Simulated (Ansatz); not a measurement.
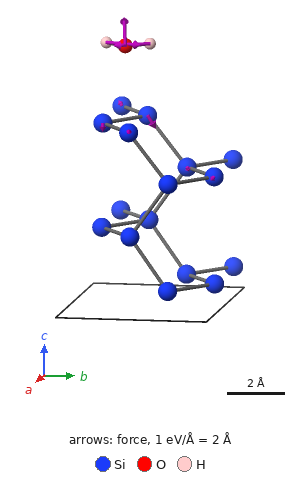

Starting geometry of a slab of composition Si16H2O (cut from the Fd-3m phase) with the computed forces as purple arrows. The picture is a ball-and-stick view of the cell of the calculation, outlined in the plane, without the vacuum (origin shifted), seen slightly off an axis.

Case: 1 H2O a cell, flat, over a bridge Si-Si site. The slab is the (1 1 0) face of Si with H2O on it. 8 atoms are held fixed.

Level of theory: DFT PBE+D3(BJ), scalar-relativistic, plane waves, PAW in Ansatz 0.2.0.

Input
```yaml
crystal:
  lattice:
    - [7.6671877233, 0.0, 0.0]
    - [0.0, 5.4215204318, 0.0]
    - [0.0, 0.0, 23.7503907925]
  atoms:
    - { symbol: Si, position: [0.25, 0.0, 0.3368365628] }
    - { symbol: Si, position: [0.75, 0.0, 0.3368365628] }
    - { symbol: Si, position: [0.5, 0.25, 0.3368365628] }
    - { symbol: Si, position: [0.0, 0.25, 0.3368365628] }
    - { symbol: Si, position: [0.5, 0.5, 0.417542474] }
    - { symbol: Si, position: [0.0, 0.5, 0.417542474] }
    - { symbol: Si, position: [0.75, 0.75, 0.417542474] }
    - { symbol: Si, position: [0.25, 0.75, 0.417542474] }
    - { symbol: Si, position: [0.75, 0.0036677553, 0.4987857622] }
    - { symbol: Si, position: [0.25, 0.0036677553, 0.4987857622] }
    - { symbol: Si, position: [0.0, 0.2463322447, 0.4987857622] }
    - { symbol: Si, position: [0.5, 0.2463322447, 0.4987857622] }
    - { symbol: Si, position: [0.0, 0.5080634537, 0.5751472073] }
    - { symbol: Si, position: [0.5, 0.5080634537, 0.5751472073] }
    - { symbol: Si, position: [0.25, 0.7419365463, 0.5751472073] }
    - { symbol: Si, position: [0.75, 0.7419365463, 0.5751472073] }
    - { symbol: O, position: [0.375, 0.625, 0.686303273] }
    - { symbol: H, position: [0.2965406546, 0.4799236996, 0.686303273] }
    - { symbol: H, position: [0.2953333166, 0.768776801, 0.686303273] }
basis:
  ecutwfc: 420
kpoints:
  mp_grid: { grid: [2, 3, 1] }
hamiltonian:
  xc: pbe
  dispersion: d3bj
scf:
  occupations: { method: gaussian, width: 0.05 }
output:
  forces: true
  eigenvalues: true
relax:
  adjacent_minimum: "off"
  f_tol: 0.04
  max_steps: 100
  constraints: [{ sites: [0, 1, 2, 3, 4, 5, 6, 7] }]
efield:
  axis: 3
  dipole_correction: true
  ramp_width: 0.04
```

Launched with:
```bash
ansatz run input.yaml --threads 2 --pin off --max-ram 5120MiB --backend cpu --events-out ev --progress --plain --runs-dir out
```

**Is this structure relaxed? If not, where do the atoms go?**

It isn't relaxed: the largest force vector, on O17, is 0.81 eV/Å. The final displacements have little in common with the starting forces (cosine between the two patterns 0.16). Over 25 accepted moves (27 points after the start) the energy falls by 0.786 eV per cell of the calculation. The largest force component goes from 0.7 to 0.022 eV/Å. The line search rejected the trial step at point 24 of the run. 1 step only repeated the SCF at the same geometry. The atom that moves furthest is H19 (2.28 Å at 78° to the normal (−c side)). Largest moves by element: H 2.28 Å, O 2.02 Å, Si 0.63 Å. The cell doesn't change. Some distances before and after: Si14–O17 2.879 → 2.006 Å, Si13–Si16 2.298 → 2.445 Å, Si11–Si13 2.303 → 2.382 Å, Si9–Si11 2.325 → 2.396 Å. New bonds form: Si14–O17 (2.88 → 2.01 Å). Bond angles that change, for instance: Si10–Si15–Si13 109.9° → 134.1°, Si11–Si13–Si15 109.9° → 86.7°, Si8–Si10–Si15 106.5° → 85.7°. Cost: 6.4 min on 2 threads of Arm Neoverse V1, on a shared host, peak memory 1.1 GiB.

Limits of the set-up: the periodic images lie only 5.4 Å apart, so the values are limited by the cell's size.
